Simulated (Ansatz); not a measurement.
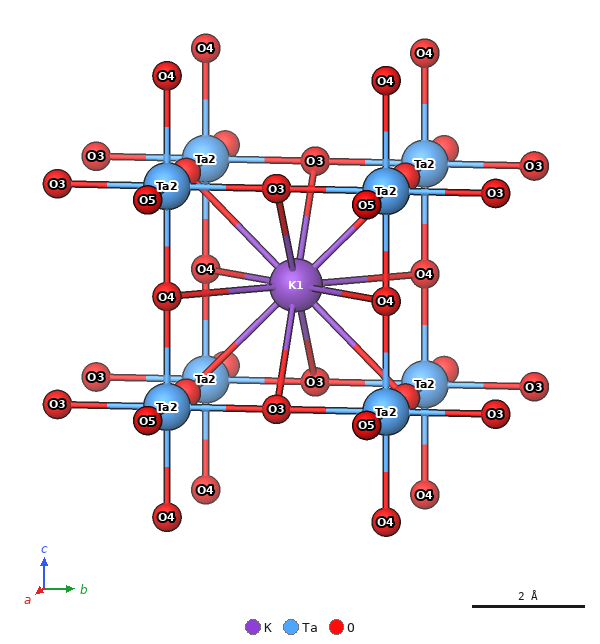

The starting point is a crystal of KTaO₃ (set up in Pm-3m). A ball-and-stick model of the cell of the calculation, seen slightly off an axis.

Level of theory: Ansatz, DFT PBEsol, scalar-relativistic, plane waves, PAW. (plane-wave cutoff 420 eV; k-point mesh 8 × 8 × 8; occupations gaussian; smearing width 0.02 eV; no spin polarisation)

Change: Biaxial strain in the a–b plane, +4.5 %, is applied. The c axis and the atoms are relaxed.

The input:
```yaml
crystal:
  lattice:
    - [4.1649645106, 0.0, 0.0]
    - [0.0, 4.1649645106, 0.0]
    - [0.0, 0.0, 3.8780004486]
  atoms:
    - { symbol: K, position: [0.5, 0.5, 0.5] }
    - { symbol: Ta, position: [0.0, 0.0, 0.0] }
    - { symbol: O, position: [0.0, 0.5, 0.0] }
    - { symbol: O, position: [0.0, 0.0, 0.5] }
    - { symbol: O, position: [0.5, 0.0, 0.0] }
basis:
  ecutwfc: 420
kpoints:
  mp_grid: { grid: [8, 8, 8] }
hamiltonian:
  xc: pbesol
scf:
  occupations: { method: gaussian, width: 0.02 }
output:
  forces: true
  stress: true
  eigenvalues: true
relax:
  adjacent_minimum: "off"
  f_tol: 0.008
  max_steps: 40
  cell: { stress_tol: 0.015, fix: [a, b, gamma] }
```

Run as
```bash
ansatz run input.yaml --threads 1 --pin off --max-ram 2560MiB --backend cpu --events-out ev --progress --plain --runs-dir out
```

What does the calculation give for the changed structure?

The drawn cell changes as follows: a = b 3.986 → 4.165 Å (+4.5 %), c 3.986 → 3.931 Å (−1.4 %); the volume changes by +7.7 %. The atoms keep their places relative to the cell (all moves are under 0.005 Å). Among the bonded contacts that change: K–O 2.818 → 2.863 to 2.945 Å, O–Ta 1.993 → 1.965 to 2.082 Å. The space group (tolerance 0.01 Å) goes from Pm-3m (No. 221) to P4/mmm (No. 123). The energy rises by 69.5 meV per atom. Pressure: 0.0 GPa before, −11.7 GPa after. The principal stresses (compression positive) are 0.0 GPa along c and −17.5 GPa across it. The gap on the k-mesh: 2.14 eV before, 1.87 eV after.

Drawn alike, the variant:

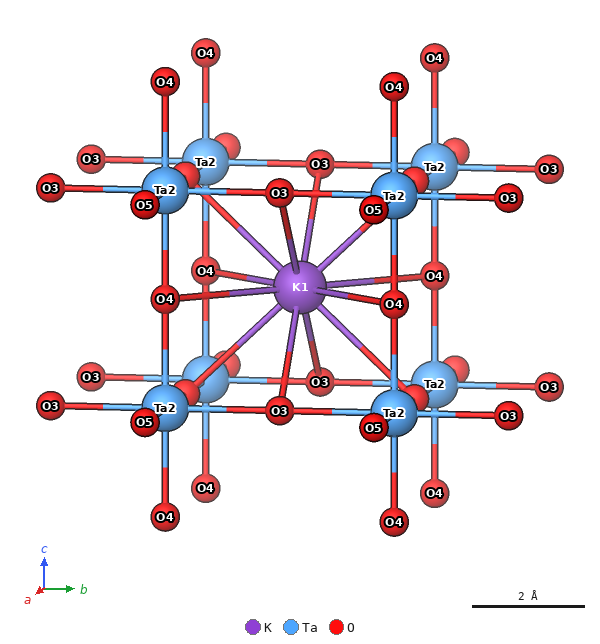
